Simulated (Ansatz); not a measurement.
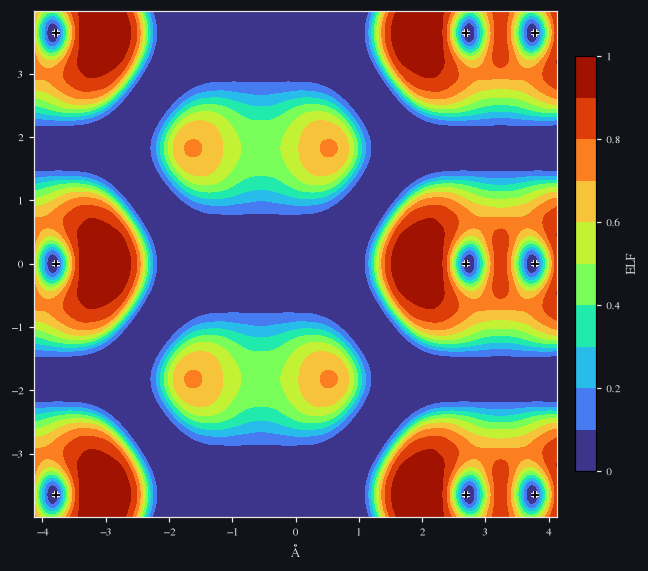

The electron localisation function on a plane through atoms (crosses mark nuclei in the plane).

Method: DFT, PBE, plane waves, PAW (Ansatz 0.2.0).

Candidates:
A. N, a = 3.65 Å, b = 3.65 Å, c = 7.57 Å, α = 90.00°, β = 90.00°, γ = 120.00°. Space group P6₃/mmc; a structure from a database of computed crystals, not necessarily the ambient phase; started from the database structure prototype, which need not be the ambient phase; changed on purpose from its base cell (epitaxial xy strain +1.9%); not relaxed (largest force 1.2 eV/Å); computed pressure about 2 GPa in this cell.
B. AlP, a = 5.48 Å, b = 5.48 Å, c = 5.48 Å, α = 90.00°, β = 90.00°, γ = 90.00°. Space group F-43m; started from the zincblende prototype, which need not be the ambient phase.

Q: Which candidate gave the map?

A: Candidate A: N on the (11̄0) plane of the conventional cell, which holds N. N–N (1.09 Å): the ELF peaks at about 0.85 between the atoms (inside overlapping PAW spheres, so only a guide) (a multiple bond).
